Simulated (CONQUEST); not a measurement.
**Run report: P, band-structure run**

The run: band-structure run of P (C2/m, 12 atoms in the cell). Method and program: Kohn-Sham DFT of a periodic cell, PBE with D2, PseudoDojo NC PBE, no spin polarisation (CONQUEST 1.3).

The structure derives from a Materials Project entry. It belongs to a series of runs on one base structure; here: edges of the box strained at random at fixed volume.

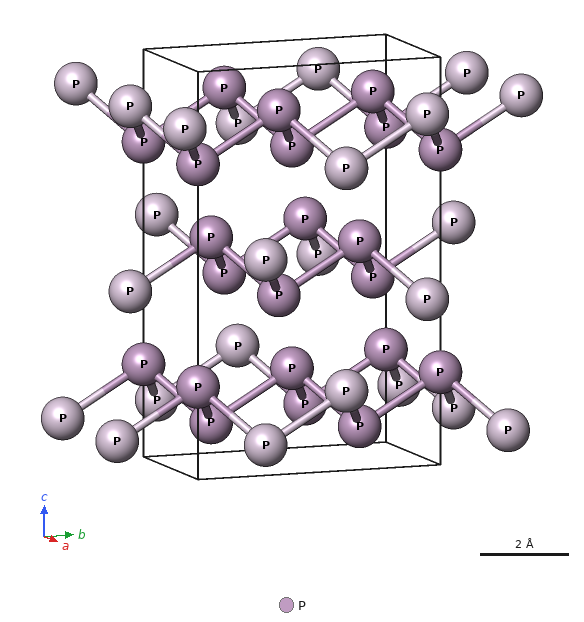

Figure 1. The input geometry (ball-and-stick view of the cell of the calculation, seen slightly off an axis; neighbours outside the cell are drawn fainter). Near neighbours in the crystal (not all of them lie inside the picture): P has 3 P at 2.28 to 2.30 Å.

Results in brief

- outcome: converged
- space group (tolerance 0.01 Å): C2/m (12)
- electrons treated: 60
- Fermi energy of the self-consistent step: −4.011 eV
- gap on the band path: 0.00 eV
- hardware: 1 thread of Intel Xeon (Sapphire Rapids), 16 GiB of memory available, shared host
- wall time: 14 s
- peak memory: 0.5 GiB

Notes

Points of doubt noted for this run: output prints bohr positions as angstrom.

The input
```
IO.Title P
IO.Coordinates coords.dat
IO.FractionalAtomicCoords F
IO.Iprint 2
IO.Iprint_init 1
General.NumberOfSpecies 1
General.PseudopotentialType hamann
General.DistanceUnits A
General.DFT_D2 T
AtomMove.TypeOfRun static
AtomMove.FullStress T
Grid.GridCutoff 80
DM.SolutionMethod diagon
Diag.MPMesh F
Diag.kT 0.00099223
minE.SCTolerance 1e-6
SC.MaxIters 100
minE.SelfConsistent F
General.LoadRho T
Diag.KspaceLines T
Diag.NumKptLines 12
Diag.NumKpts 10
IO.writeDOS T
%block ChemicalSpeciesLabel
1 30.970 P
%endblock
%block Diag.KpointLines
0.000000 0.000000 0.000000
0.500000 0.000000 0.000000
0.500000 0.000000 0.000000
0.500000 0.500000 0.000000
0.500000 0.500000 0.000000
0.000000 0.500000 0.000000
0.000000 0.500000 0.000000
0.000000 0.000000 0.000000
0.000000 0.000000 0.000000
0.000000 0.000000 0.500000
0.000000 0.000000 0.500000
0.500000 0.000000 0.500000
0.500000 0.000000 0.500000
0.500000 0.500000 0.500000
0.500000 0.500000 0.500000
0.000000 0.500000 0.500000
0.000000 0.500000 0.500000
0.000000 0.000000 0.500000
0.000000 0.500000 0.000000
0.000000 0.500000 0.500000
0.500000 0.000000 0.500000
0.500000 0.000000 0.000000
0.500000 0.500000 0.000000
0.500000 0.500000 0.500000
%endblock
```

Launched with:
```bash
Conquest (self-consistent run, then this one in the same folder)
```

Log
```
Simulation cell dimensions:     3.4738 A  x     5.9210 A  x     9.4187 A

      Atomic coordinates (A )
         Atom         X         Y         Z  Species
            1    0.0000    0.0000    4.0418        1
            2    0.0000    3.7297   15.9076        1
            3    0.0000    7.4594    9.9747        1
            4    3.2822    1.8648    9.9747        1
            5    3.2822    5.5945    4.0418        1
            6    3.2822    9.3242   15.9076        1
            7    0.0000    0.0000   13.7571        1
            8    0.0000    3.7297    7.8241        1
            9    0.0000    7.4594    1.8912        1
           10    3.2822    1.8648    1.8912        1
           11    3.2822    5.5945   13.7571        1
           12    3.2822    9.3242    7.8241        1
    Using
        This calculation includes non-local pseudopotentials,
         with a maximum core radius of      6.72548408

    Job title: P
    Job to be run: static calculation

    Ground state search:
      Support functions represented with PAO basis
      1:1 PAO to SF mapping
      Non-spin-polarised electrons
      Solving for the K matrix using diagonalisation
      Using Fermi-Dirac smearing

    Integration grid size:     32 x   48 x   72

    Integration grid spacing:  0.109 A  x 0.123 A  x 0.131 A

    Number of species:  1
    --------------------------------------------------------
    |   #  mass (au)  Charge (e)  SF Rad (A )  NSF  Label  |
    --------------------------------------------------------
    |   1     30.970       5.000        3.794   13  P      |
    --------------------------------------------------------

    The functional used will be GGA PBE96

           radial cut-off to be used is taken to be max PAO cut-off radius for this species:    6.725484

           greatest ang. mom. for making density from PAOs:  2
    Minimum blocs/proc is     1728. Maximum blocs/proc is     1728
    set_atom_dens: In set_atomic_density, electrons :      60.000000000000
 matrix_size & matrix_size_padH =          156         156

    Screened ion int: energy:     -60.255356362509 Ha

          Harris-Foulkes Energy            :       -83.062664393316226 Ha
          GroundState Energy (E-(1/2)TS)   :       -83.062871503003365 Ha
          Free Energy (E-TS)               :       -83.063078612690518 Ha
          DFT Total Energy                 :       -82.944100421520886 Ha
          Total number of electrons        :        60.000105476552406
      | Number of electrons      =        60.000105
      |* band energy as 2Tr[K.H] =       -24.662802045901461 Ha
      |  screened ion-ion energy =       -60.255356362508742 Ha
      |  Ha correction           =        -0.239543822684208 Ha
      |  XC correction           =         2.196406901234013 Ha
      | GS Energy as E-(1/2)TS   =       -83.062871503003365 Ha
      | Free Energy as E-TS      =       -83.063078612690518 Ha
      |* Harris-Foulkes energy   =       -83.062664393316226 Ha
      |* DFT total energy        =       -82.944100421520886 Ha
      |  estimated accuracy      =        -0.118563971795339 Ha
    get_E_and_F: Change in energy during last step of electronic optimisation:  0.00000E+00

    BIBLIOGRAPHY: Please consider citing the following references in the conquest.bib file

    CONQUEST:         Bowler2002pt, Miyazaki2004, Nakata2020
    Basis:            Bowler2019
    DM:               Bowler:2006xr
    Pseudopotentials: Hamann2013, Bowler2019
    XC functional:    Perdew1996
```

File coords.dat
```
    3.4737540000     0.0000000000     0.0000000000
    0.0000000000     5.9209840000     0.0000000000
    0.0000000000     0.0000000000     9.4187240000
12
  0.0000000000   0.0000000000   2.1388062006 1 T T T
  0.0000000000   1.9736613314   8.4179555371 1 T T T
  0.0000000000   3.9473226686   5.2783808641 1 T T T
  1.7368770000   0.9868306686   5.2783808641 1 T T T
  1.7368770000   2.9604920000   2.1388062006 1 T T T
  1.7368770000   4.9341533314   8.4179555371 1 T T T
  0.0000000000   0.0000000000   7.2799177994 1 T T T
  0.0000000000   1.9736613314   4.1403431359 1 T T T
  0.0000000000   3.9473226686   1.0007684629 1 T T T
  1.7368770000   0.9868306686   1.0007684629 1 T T T
  1.7368770000   2.9604920000   7.2799177994 1 T T T
  1.7368770000   4.9341533314   4.1403431359 1 T T T
```
